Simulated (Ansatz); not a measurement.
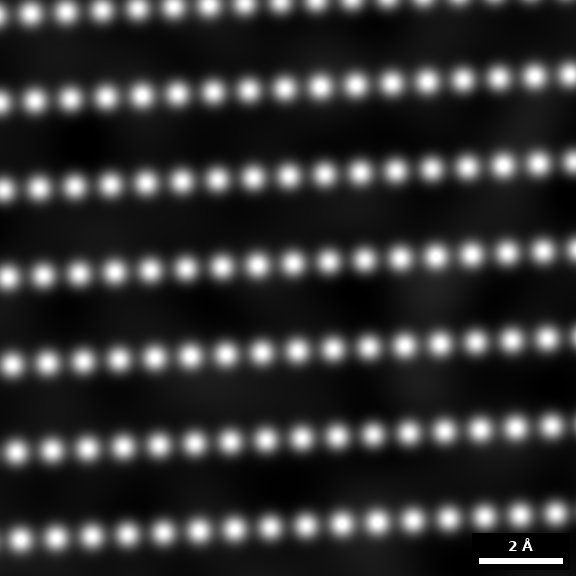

HAADF-like image of Rh (Im-3m, No. 229). The image is simulated as a sum over atoms of Z^1.7, blurred by a 0.50 Å probe (no channelling). The speckle of an amorphous layer was added. Structure: the geometry given to an electronic-structure calculation, possibly off equilibrium; the starting structure was generated, so it need not be a known form of this composition.

```cif
data_structure
_symmetry_space_group_name_H-M 'Im-3m'
_symmetry_Int_Tables_number 229
_cell_length_a 3.0084
_cell_length_b 3.0084
_cell_length_c 3.0084
_cell_angle_alpha 90.000
_cell_angle_beta 90.000
_cell_angle_gamma 90.000
_cell_volume 27.23
loop_
_atom_site_label
_atom_site_type_symbol
_atom_site_symmetry_multiplicity
_atom_site_Wyckoff_symbol
_atom_site_fract_x
_atom_site_fract_y
_atom_site_fract_z
_atom_site_occupancy
Rh1 Rh 2 a 0.00000 0.00000 0.00000 1
```

**Along which zone axis is the crystal seen: [211], [111] or [001]? (Directions equivalent by symmetry count as one.)**

[211]. The projected cells are 0.87 × 2.13 Å, 90° for [211]; 2.46 × 2.46 Å, 120° for [111]; 2.13 × 2.13 Å, 90° for [001], and the image repeats as the [211] one does.
